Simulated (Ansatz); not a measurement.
**Field-gradient calculation of MnSi53 (charge −1) (part 1 of 3)**

- system: MnSi53 (defect cell, 54 atoms in the cell, total charge −1)
- method: DFT, PBE, plane-wave PAW, default files, scalar-relativistic, spin-polarised (Ansatz 0.2.0)

The structure derives from an entry of the Crystallography Open Database. It belongs to a series of runs on one base structure; here: Mn on a Si site, charge -1, host positions. Figures and captions count atoms from 1; the log counts them from 0 in places.

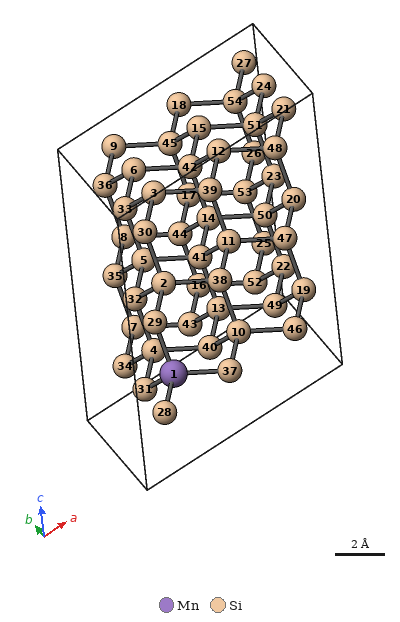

Figure 1. The input geometry (ball-and-stick view of the cell of the calculation, seen slightly off an axis; atoms are numbered from 1 in the order of the input). An atom can appear more than once, as a periodic image. Near neighbours in the periodic cell (some may lie outside the picture): Mn has 4 Si at 2.35 Å; Si has 4 Si at 2.35 Å; Si has 1 Mn at 2.35 Å and 3 Si at 2.35 Å.

### The input
```yaml
crystal:
  lattice:
    - [0.0, 8.14068, 8.14068]
    - [8.14068, 0.0, 8.14068]
    - [8.14068, 8.14068, 0.0]
  atoms:
    - { symbol: Mn, position: [0.25, 0.25, 0.25], spin: 4.0 }
    - { symbol: Si, position: [0.25, 0.25, 0.5833333333] }
    - { symbol: Si, position: [0.25, 0.25, 0.9166666667] }
    - { symbol: Si, position: [0.25, 0.5833333333, 0.25] }
    - { symbol: Si, position: [0.25, 0.5833333333, 0.5833333333] }
    - { symbol: Si, position: [0.25, 0.5833333333, 0.9166666667] }
    - { symbol: Si, position: [0.25, 0.9166666667, 0.25] }
    - { symbol: Si, position: [0.25, 0.9166666667, 0.5833333333] }
    - { symbol: Si, position: [0.25, 0.9166666667, 0.9166666667] }
    - { symbol: Si, position: [0.5833333333, 0.25, 0.25] }
    - { symbol: Si, position: [0.5833333333, 0.25, 0.5833333333] }
    - { symbol: Si, position: [0.5833333333, 0.25, 0.9166666667] }
    - { symbol: Si, position: [0.5833333333, 0.5833333333, 0.25] }
    - { symbol: Si, position: [0.5833333333, 0.5833333333, 0.5833333333] }
    - { symbol: Si, position: [0.5833333333, 0.5833333333, 0.9166666667] }
    - { symbol: Si, position: [0.5833333333, 0.9166666667, 0.25] }
    - { symbol: Si, position: [0.5833333333, 0.9166666667, 0.5833333333] }
    - { symbol: Si, position: [0.5833333333, 0.9166666667, 0.9166666667] }
    - { symbol: Si, position: [0.9166666667, 0.25, 0.25] }
    - { symbol: Si, position: [0.9166666667, 0.25, 0.5833333333] }
    - { symbol: Si, position: [0.9166666667, 0.25, 0.9166666667] }
    - { symbol: Si, position: [0.9166666667, 0.5833333333, 0.25] }
    - { symbol: Si, position: [0.9166666667, 0.5833333333, 0.5833333333] }
    - { symbol: Si, position: [0.9166666667, 0.5833333333, 0.9166666667] }
    - { symbol: Si, position: [0.9166666667, 0.9166666667, 0.25] }
    - { symbol: Si, position: [0.9166666667, 0.9166666667, 0.5833333333] }
    - { symbol: Si, position: [0.9166666667, 0.9166666667, 0.9166666667] }
    - { symbol: Si, position: [0.1666666667, 0.1666666667, 0.1666666667] }
    - { symbol: Si, position: [0.1666666667, 0.1666666667, 0.5] }
    - { symbol: Si, position: [0.1666666667, 0.1666666667, 0.8333333333] }
    - { symbol: Si, position: [0.1666666667, 0.5, 0.1666666667] }
    - { symbol: Si, position: [0.1666666667, 0.5, 0.5] }
    - { symbol: Si, position: [0.1666666667, 0.5, 0.8333333333] }
    - { symbol: Si, position: [0.1666666667, 0.8333333333, 0.1666666667] }
    - { symbol: Si, position: [0.1666666667, 0.8333333333, 0.5] }
    - { symbol: Si, position: [0.1666666667, 0.8333333333, 0.8333333333] }
    - { symbol: Si, position: [0.5, 0.1666666667, 0.1666666667] }
    - { symbol: Si, position: [0.5, 0.1666666667, 0.5] }
    - { symbol: Si, position: [0.5, 0.1666666667, 0.8333333333] }
    - { symbol: Si, position: [0.5, 0.5, 0.1666666667] }
    - { symbol: Si, position: [0.5, 0.5, 0.5] }
    - { symbol: Si, position: [0.5, 0.5, 0.8333333333] }
    - { symbol: Si, position: [0.5, 0.8333333333, 0.1666666667] }
    - { symbol: Si, position: [0.5, 0.8333333333, 0.5] }
    - { symbol: Si, position: [0.5, 0.8333333333, 0.8333333333] }
    - { symbol: Si, position: [0.8333333333, 0.1666666667, 0.1666666667] }
    - { symbol: Si, position: [0.8333333333, 0.1666666667, 0.5] }
    - { symbol: Si, position: [0.8333333333, 0.1666666667, 0.8333333333] }
    - { symbol: Si, position: [0.8333333333, 0.5, 0.1666666667] }
    - { symbol: Si, position: [0.8333333333, 0.5, 0.5] }
    - { symbol: Si, position: [0.8333333333, 0.5, 0.8333333333] }
    - { symbol: Si, position: [0.8333333333, 0.8333333333, 0.1666666667] }
    - { symbol: Si, position: [0.8333333333, 0.8333333333, 0.5] }
    - { symbol: Si, position: [0.8333333333, 0.8333333333, 0.8333333333] }
magnetization:
  spin_polarized: true
total_charge: -1
kpoints:
  mp_grid: { grid: [2, 2, 2] }
scf:
  occupations: { method: fermi_dirac, width: 0.01 }
hamiltonian:
  xc: pbe
  pseudopotentials: { kind: paw }
output:
  forces: true
  stress: true
  populations: true
  efg: { quadrupole_moments_barn: { Mn: 0.33 }, contact_densities: true }
  write_density: true
  write_potential: true
  elf: true
  volumetric_format: npy
```

Run on 4 threads of Arm Neoverse V1, 24 GiB of memory available, shared host.

Run as:
```bash
ansatz run input.yaml --threads 4 --pin off --max-ram 8192MiB --backend cpu --events-out ev --progress --plain --runs-dir out
```

### What the program printed
```
Engine: ansatz 0.2.0, aarch64-unknown-linux-gnu
Pseudopotentials: kind: paw
Pseudopotential: Mn, paw, valence charge 15, recommended cutoff 420 eV (normal), Mn.paw.azcp
Pseudopotential: Si, paw, valence charge 4, recommended cutoff 420 eV (normal), Si.paw.azcp
Functional definition: PBE
  parameter kappa = 0.804
  parameter beta = 0.06672455060314922
  exchange = pbe_x(kappa = kappa, mu = beta*pi^2/3)
  correlation = pbe_c(beta = beta)
Crystal: 54 atoms, lattice volume = 1078.977 Å³
Basis set: ecut = 420 eV, 21187 PW (Γ), exchange–correlation on 160×160×160 points (8 copies of the dense FFT grid, shifted against one another)
Bands: 170, of which v1, the nominal top of the filled ones, is band 114 counted from 1 (113 counted from 0)
Symmetry: 24 space group operations
Space group: F-43m (ITA 216), of the structure as read, at distance tolerance 1.0e-4 Å
Magnetic group: BNS 216.74 (UNI 1576), of the structure as read, at distance tolerance 1.0e-4 Å
k-points: 3 of 8
Non-local potential: Mn, projectors of the file, l = 0: 3, l = 1: 2, l = 2: 3, l = 3: 1
Non-local potential: Si, projectors of the file, l = 0: 2, l = 1: 2, l = 2: 2
PAW form: soft (Blöchl's): semilocal exchange-correlation on the pseudo side does not see the compensation charge
PAW one-centre angular grid: Mn, 590 points (default); XC on 64 Gauss nodes
PAW one-centre angular grid: Si, 110 points (default); XC on 64 Gauss nodes
Initial density: superposition of atomic densities (chi_scale 0.1, normalization cell)
Starting moments: Σ|m| = 4 μB on 1 of 54 sites
Initial wavefunctions: pseudopotential atomic-orbital guess
Functional: x = pbe(κ = 0.804, μ = 0.2195149727645171), c = pbe(β = 0.06672455060314922)
SCF iter   1: F=—  HF=-37591.640847 eV  |F-HF|=—  |Δ(HF+E_count)|=         —  Δρ=2.51e-2 (↑2.51e-2 ↓2.33e-2)  dr2=2.13e1  dr2_m=4.02e-1  M=3.459 μB ∫|m|=3.978 μB  β_m=0.30  ethr=3.10e-3  ⟨swp⟩=6.0  Hψ=4661  notcnv=0  defer=135
Mixer restart at iter 1: flushing history
preconditioner: auto → Resta (q_TF=auto, 2.106 Å⁻¹)  ε∞=5.5  [insulator: Δε(μ)=0.081 eV  Ē_g=7.889 eV  σ=0.010 eV  W_gap=0.89  n_scr=168 (ndim 8)  ℏωp=16.8 eV  f_vac=0.000  D(μ)=11.42/eV (n_scr^D=58)  ε∞_Penn≈5.5]
spin=Collinear: Resta preconditioning applied to the charge; magnetization (m = ρ↑ − ρ↓) channel mixes plain (no charge-response kernel on spin).
SCF iter   2: F=—  HF=-37589.103506 eV  |F-HF|=—  |Δ(HF+E_count)|=    2.54e0  Δρ=1.77e-2 (↑1.70e-2 ↓1.77e-2)  dr2=1.19e1  dr2_m=8.04e-2  M=3.522 μB ∫|m|=4.074 μB  β_m=0.64  ethr=3.10e-3  ⟨swp⟩=2.3  Hψ=1436  notcnv=0  defer=200
SCF iter   3: F=—  HF=-37588.748433 eV  |F-HF|=—  |Δ(HF+E_count)|=   3.55e-1  Δρ=2.65e-2 (↑2.65e-2 ↓4.07e-3)  dr2=7.52e0  dr2_m=1.72e0  M=1.963 μB ∫|m|=3.667 μB  β_m=0.50  ethr=3.10e-3  ⟨swp⟩=3.5  Hψ=1835  notcnv=0  defer=275
SCF iter   4: F=—  HF=-37587.183740 eV  |F-HF|=—  |Δ(HF+E_count)|=    1.56e0  Δρ=2.84e-3 (↑2.84e-3 ↓2.65e-3)  dr2=8.42e-2  dr2_m=5.50e-2  M=2.779 μB ∫|m|=3.955 μB  β_m=0.75  ethr=3.10e-3  ⟨swp⟩=2.7  Hψ=1968  notcnv=0  defer=254
SCF iter   5: F=—  HF=-37587.228198 eV  |F-HF|=—  |Δ(HF+E_count)|=   4.45e-2  Δρ=8.17e-4 (↑4.39e-4 ↓8.17e-4)  dr2=2.07e-2  dr2_m=1.88e-3  M=2.714 μB ∫|m|=3.958 μB  β_m=0.74  ethr=3.69e-5  ⟨swp⟩=2.8  Hψ=1904  notcnv=0  defer=258
SCF iter   6: F=—  HF=-37587.230506 eV  |F-HF|=—  |Δ(HF+E_count)|=   2.31e-3  Δρ=6.70e-4 (↑6.70e-4 ↓3.02e-4)  dr2=1.39e-2  dr2_m=3.83e-4  M=2.714 μB ∫|m|=3.938 μB  β_m=0.86  ethr=9.10e-6  ⟨swp⟩=3.0  Hψ=1836  notcnv=0  defer=258
SCF iter   7: F=—  HF=-37587.233350 eV  |F-HF|=—  |Δ(HF+E_count)|=   2.84e-3  Δρ=2.14e-4 (↑2.14e-4 ↓6.43e-5)  dr2=1.03e-3  dr2_m=1.07e-4  M=2.733 μB ∫|m|=3.939 μB  β_m=0.93  ethr=6.08e-6  ⟨swp⟩=2.7  Hψ=1386  notcnv=0  defer=258
SCF iter   8: F=—  HF=-37587.233764 eV  |F-HF|=—  |Δ(HF+E_count)|=   4.14e-4  Δρ=7.01e-5 (↑3.95e-5 ↓7.01e-5)  dr2=1.48e-4  dr2_m=2.91e-6  M=2.740 μB ∫|m|=3.934 μB  β_m=0.96  ethr=4.51e-7  ⟨swp⟩=2.3  Hψ=1752  notcnv=0  defer=258
SCF iter   9: F=—  HF=-37587.233780 eV  |F-HF|=—  |Δ(HF+E_count)|=   1.62e-5  Δρ=8.29e-6 (↑8.29e-6 ↓6.00e-6)  dr2=8.67e-7  dr2_m=3.84e-7  M=2.738 μB ∫|m|=3.932 μB  β_m=0.96  ethr=6.51e-8  ⟨swp⟩=2.0  Hψ=1714  notcnv=0  defer=258
SCF iter  10: F=—  HF=-37587.233788 eV  |F-HF|=—  |Δ(HF+E_count)|=   8.01e-6  Δρ=4.21e-6 (↑4.21e-6 ↓1.23e-6)  dr2=2.04e-7  dr2_m=5.77e-8  M=2.737 μB ∫|m|=3.931 μB  β_m=0.98  ethr=3.80e-10  ⟨swp⟩=2.3  Hψ=1738  notcnv=0  defer=258
SCF iter  11: F=—  HF=-37587.233788 eV  |F-HF|=—  |Δ(HF+E_count)|=   2.97e-8  Δρ=1.08e-6 (↑1.08e-6 ↓4.76e-7)  dr2=1.04e-8  dr2_m=5.28e-9  M=2.737 μB ∫|m|=3.931 μB  β_m=0.99  ethr=8.95e-11  ⟨swp⟩=2.2  Hψ=1635  notcnv=0  defer=258
SCF iter  12: F=-37587.233788 eV  HF=-37587.233788 eV  |F-HF|=3.73e-9  |Δ(HF+E_count)|=  1.96e-10  Δρ=3.12e-7 (↑3.12e-7 ↓2.14e-7)  dr2=4.51e-9  dr2_m=3.60e-11  M=2.737 μB ∫|m|=3.931 μB  ethr=4.58e-12  ⟨swp⟩=16.3  Hψ=8140  notcnv=0
SCF 1 converged in 12 iterations: F = -37587.233788 eV  dr2 = 4.51e-9
  greatest PAW one-centre occupation: 1.001 electrons in one spin orbital (limit 2), on the Mn atom at site 0 (counted from 0), in its partial waves of l = 1
```

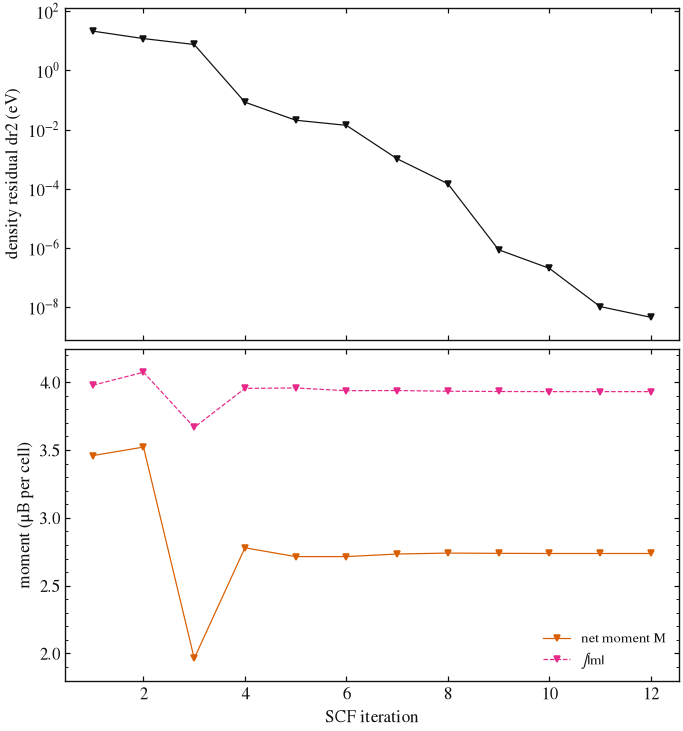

Figure 2. Convergence of the self-consistent field: density residual dr2 and magnetic moment against the SCF iteration. The residual falls at every step. The net moment goes from 3.5 to 2.7 μB per cell, with excursions between 2.0 and 3.5 on the way.

```
SCF converged after 12 iterations
Magnetization: 2.7374 μB (115.3687 up, 112.6313 down)
Absolute magnetization: 3.9366 μB (∫|ρ↑−ρ↓|, with the PAW one-centre terms)
Spin contamination: 0.6281 ħ² per cell (⟨S²⟩ above its minimum at these occupations)
Per-site moments (μB) at R_I (Å): [(2.7202475885770308, 0.9693799064640485), (0.003047020098306148, 0.9693799064640485), (0.0030470200983059846, 0.9693799064640485), (0.003047020098306314, 0.9693799064640485), (-0.0025319591531783856, 0.9693799064640487), (0.003047020098306277, 0.9693799064640487), (0.003047020098305875, 0.9693799064640485), (0.0030470200983062266, 0.9693799064640487), (-0.001549279300281458, 0.9693799066579244), (0.0030470200983061, 0.9693799064640485), (-0.002531959153178363, 0.9693799064640487), (0.003047020098306241, 0.9693799064640487), (-0.0025319591531782065, 0.9693799064640487), (-0.002531959153178387, 0.9693799064640493), (-0.0007605906286641852, 0.9693799065609864), (0.003047020098306214, 0.9693799064640487), (-0.0007605906286642123, 0.9693799065609864), (-0.0007605906286641802, 0.9693799065609865), (0.0030470200983051974, 0.9693799064640485), (0.003047020098306219, 0.9693799064640487), (-0.0015492793002814642, 0.9693799066579244), (0.003047020098306134, 0.9693799064640487), (-0.0007605906286641573, 0.9693799065609864), (-0.000760590628664121, 0.9693799065609865), (-0.0015492793002814512, 0.9693799066579244), (-0.0007605906286641807, 0.9693799065609865), (-0.0015492793002814583, 0.9693799066579244), (-0.04321163893999574, 0.9693799064640485), (-0.04321163893999551, 0.9693799064640485), (-0.0010875680446118172, 0.9693799065609867), (-0.04321163893999569, 0.9693799064640485), (-0.0022242676696971587, 0.9693799064640493), (-0.0022242676696971483, 0.9693799064640489), (-0.0010875680446118024, 0.9693799065609869), (-0.0022242676696971886, 0.9693799064640489), (-0.0010875680446118848, 0.9693799065609869), (-0.043211638939995786, 0.9693799064640485), (-0.0022242676696970845, 0.9693799064640493), (-0.002224267669697147, 0.9693799064640489), (-0.002224267669697048, 0.9693799064640493), (-0.0008622979782599236, 0.9693799064640487), (-0.0022242676696971773, 0.9693799064640493), (-0.002224267669697134, 0.9693799064640489), (-0.0022242676696971517, 0.9693799064640493), (-0.0015715814201100453, 0.9693799066579244), (-0.001087568044611825, 0.9693799065609869), (-0.0022242676696971435, 0.9693799064640489), (-0.001087568044611825, 0.9693799065609869), (-0.00222426766969698, 0.9693799064640489), (-0.0022242676696971465, 0.9693799064640493), (-0.0015715814201100642, 0.9693799066579244), (-0.001087568044611821, 0.9693799065609869), (-0.0015715814201100894, 0.9693799066579244), (-0.0015715814201099926, 0.9693799066579244)]
Free energy (F): -37587.233788 eV
Harris-Foulkes:  -37587.233788 eV  (|F-HF|=3.73e-9)
Internal energy: -37587.228488 eV  (E = F + TS)
E sigma→0 (E₀):  -37587.231138 eV
Entropy (-TS):   -0.005301 eV (-0.098 meV/atom)
Fermi energy:    6.904488 eV
--- Per-component energies (eV) ---
  E_band       = -91.101418
  E_kinetic    = 2460.781384
  E_local      = -5084.996592  (includes V_loc(G=0)·N_el)
  E_nonlocal   = 1628.206656
  E_hartree    = 1987.877968
  E_xc         = -3049.079115
  E_vxc        = -2636.282604  (∫ρ·V_xc dr)
  E_paw        = -28481.387289  (= ΣΔE_a)
  E_vpaw       = -434.571635  (= ΣTr[D̂ρ^β])
  E_aug_tail   = 0.000307  (compensation charges beyond the density's cutoff)
  E_ewald      = -7048.631806
  E_smearing   = -0.005301  (= −TS)
  E_closure    = 0.000000  (closes the sum)
  E_deformation_potential = -12.674575  (in the stress; not in F)
  Σ components = -37587.233788   (vs F -37587.233788, Δ=0.00e0)
--- Forces (eV/Å), atoms counted from 1 ---
  atom   1  Mn     0.00000000    -0.00000000     0.00000000
  atom   2  Si    -0.04476617    -0.04476617    -0.08258808
  atom   3  Si     0.04476617     0.04476617    -0.08258808
  atom   4  Si    -0.04476617    -0.08258808    -0.04476617
  atom   5  Si     0.02845252    -0.02845252    -0.02845252
  atom   6  Si     0.08258808     0.04476617    -0.04476617
  atom   7  Si     0.04476617    -0.08258808     0.04476617
  atom   8  Si     0.08258808    -0.04476617     0.04476617
  atom   9  Si     0.01574498    -0.01574498    -0.01574498
  atom  10  Si    -0.08258808    -0.04476617    -0.04476617
  atom  11  Si    -0.02845252     0.02845252    -0.02845252
  atom  12  Si     0.04476617     0.08258808    -0.04476617
  atom  13  Si    -0.02845252    -0.02845252     0.02845252
  atom  14  Si     0.02845252     0.02845252     0.02845252
  atom  15  Si    -0.00000000     0.00000000    -0.01942382
  atom  16  Si     0.04476617    -0.04476617     0.08258808
  atom  17  Si    -0.00000000    -0.01942382     0.00000000
  atom  18  Si     0.01942382     0.00000000    -0.00000000
  atom  19  Si    -0.08258808     0.04476617     0.04476617
  atom  20  Si    -0.04476617     0.08258808     0.04476617
  atom  21  Si    -0.01574498     0.01574498    -0.01574498
  atom  22  Si    -0.04476617     0.04476617     0.08258808
  atom  23  Si    -0.01942382     0.00000000    -0.00000000
  atom  24  Si    -0.00000000     0.01942382     0.00000000
  atom  25  Si    -0.01574498    -0.01574498     0.01574498
  atom  26  Si    -0.00000000     0.00000000     0.01942382
  atom  27  Si     0.01574498     0.01574498     0.01574498
  atom  28  Si     0.04265986     0.04265986     0.04265986
  atom  29  Si    -0.04265986    -0.04265986     0.04265986
  atom  30  Si     0.00000000    -0.00000000     0.07912132
  atom  31  Si    -0.04265986     0.04265986    -0.04265986
  atom  32  Si    -0.03325004     0.01352549     0.01352549
  atom  33  Si    -0.01352549     0.03325004     0.01352549
  atom  34  Si     0.00000000     0.07912132     0.00000000
  atom  35  Si    -0.01352549     0.01352549     0.03325004
  atom  36  Si    -0.07912132    -0.00000000     0.00000000
  atom  37  Si     0.04265986    -0.04265986    -0.04265986
  atom  38  Si     0.01352549    -0.03325004     0.01352549
  atom  39  Si     0.03325004    -0.01352549     0.01352549
  atom  40  Si     0.01352549     0.01352549    -0.03325004
  atom  41  Si     0.00000000    -0.00000000     0.00000000
  atom  42  Si    -0.01352549    -0.01352549    -0.03325004
  atom  43  Si     0.03325004     0.01352549    -0.01352549
  atom  44  Si    -0.01352549    -0.03325004    -0.01352549
  atom  45  Si     0.00318016    -0.00318016    -0.00318016
  atom  46  Si     0.07912132    -0.00000000    -0.00000000
  atom  47  Si     0.01352549    -0.01352549     0.03325004
  atom  48  Si     0.00000000    -0.07912132    -0.00000000
  atom  49  Si     0.01352549     0.03325004    -0.01352549
  atom  50  Si    -0.03325004    -0.01352549    -0.01352549
  atom  51  Si    -0.00318016     0.00318016    -0.00318016
  atom  52  Si     0.00000000    -0.00000000    -0.07912132
  atom  53  Si    -0.00318016    -0.00318016     0.00318016
  atom  54  Si     0.00318016     0.00318016     0.00318016
  max |Σ_I F_I| component: 8.59e-17 eV/Å
--- Stress (GPa, compression-positive) ---
        1.861806       0.000000      -0.000000
        0.000000       1.861806       0.000000
       -0.000000       0.000000       1.861806
  P = ⅓ Tr σ = 1.8618 GPa (18.618 kbar)
```
